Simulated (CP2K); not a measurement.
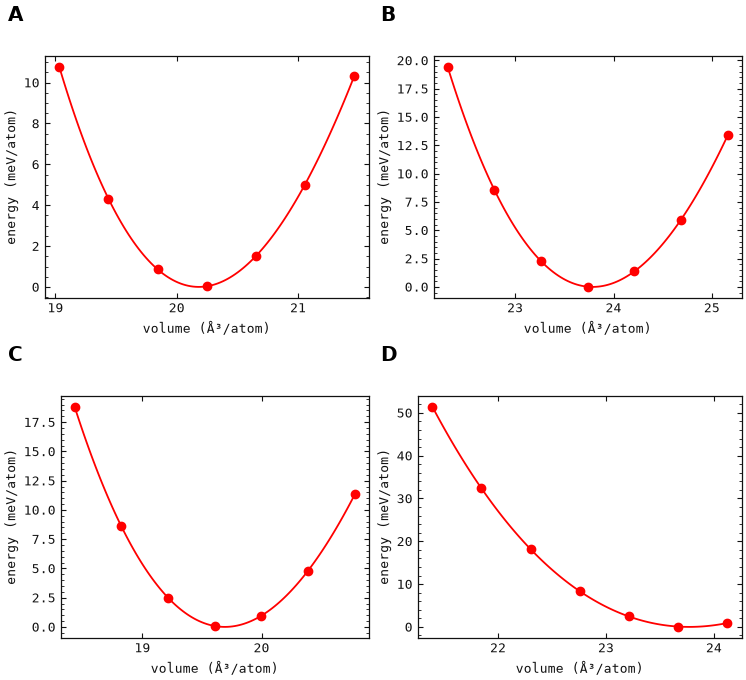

Each panel shows the energy against volume for one of these solids: AgCl, Pm-3m (No. 221); CdSe, Fm-3m (No. 225); Ge, Cmmm (No. 65); ZnSe, F-43m (No. 216).

How it was computed, with CP2K 2026.2: DFT in Gaussian orbitals with a plane-wave density, no spin polarisation; energies at scaled volumes of the given cell, shape and fractions fixed, counted from the fit's minimum, third-order Birch-Murnaghan fit. Level: PBE.

Question: Match the panels to the solids.

Answer: A is AgCl (energy from 0.03 meV/atom to 10.78 meV/atom, V0 20.18 Å³/atom, B0 46.4 GPa); B is CdSe (energy from 0.03 meV/atom to 19.45 meV/atom, V0 23.79 Å³/atom, B0 60.3 GPa); C is Ge (energy from 0.07 meV/atom to 18.82 meV/atom, V0 19.69 Å³/atom, B0 66.2 GPa); D is ZnSe (energy from 0.08 meV/atom to 51.44 meV/atom, V0 23.77 Å³/atom, B0 56.9 GPa).

For Ge, limits of the calculation: shape and atomic fractions are frozen while scaling, which makes layered, chain and framework solids too stiff.
